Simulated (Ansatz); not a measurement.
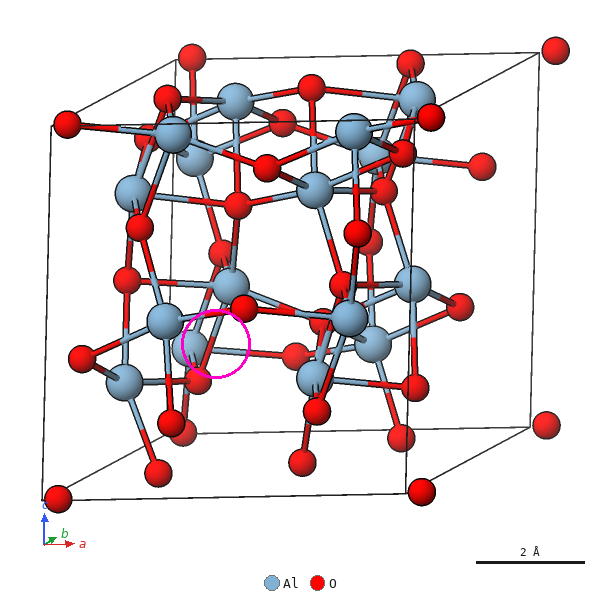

We look at a ball-and-stick model of the crystal slightly off an axis. The parallelepiped is the supercell. The host is Al$_{2}$O$_{3}$, in a cell of 40 sites, and the cell carries a charge of +1. A ring marks the defect's site.

Which defect is modelled here, and what are its neighbours?

Answer. An oxygen vacancy. Around the empty site lie four Al at about 1.9 to 2.1 Å.

Run with Ansatz 0.2.0, DFT PBEsol, scalar-relativistic, plane waves, PAW and these settings: wavefunction cutoff 420 eV, k-points on a 2×2×2 grid, Gaussian smearing of 0.01 eV, collinear spins.

Is there a net moment in the defective cell?

Answer. Yes, 1.0 μB in the cell.

The atoms were relaxed in the host's cell with DFT PBEsol, scalar-relativistic, plane waves, PAW in Ansatz.
